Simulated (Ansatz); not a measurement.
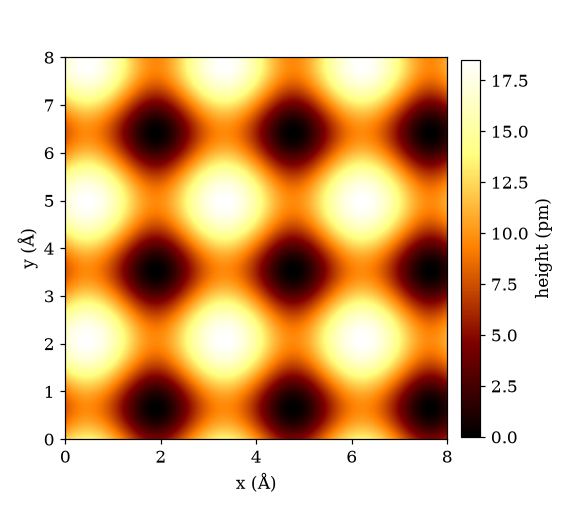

Simulated STM image (constant-current image at a set point of 1.6 × 10⁻⁴ e/Å³, sample bias −1.00 V).

Model: Tersoff–Hamann, s-wave tip, no tip–sample forces. Bias windows are sharp sums over the levels of the k mesh.

**What is the lattice of this pattern?**

The pattern repeats on a square lattice with shortest vectors of 2.9 Å at 90°, a cell of 8.4 Å², with 1 maximum above 60 % of the range in each cell.

The surface:

Au(100) (Fm-3m bulk, 6 atomic planes (those closer than 0.6 Å count as one), 10 Å). The brightest spots lie over the top Au atoms; the darkest points are over the sites above the Au atoms 2.1 Å below the top plane.

All numbers here come from Ansatz, DFT PBE, scalar-relativistic, plane waves, PAW. Cutoff 420 eV, 17 × 17 k-points, Gaussian smearing 0.1 eV, dipole correction. The slab is a cut without reconstruction beyond its cell, at the source's lattice constants, with its lower half held fixed and the rest relaxed. No spin polarisation. Spin–orbit coupling is left out; with Au it can shift levels and gaps. The run couldn't confirm all of its levels under its output density. The run warns that the functional's potential is rough in the thin density of the vacuum, where the tip is; weak contrasts and barriers may feel it.
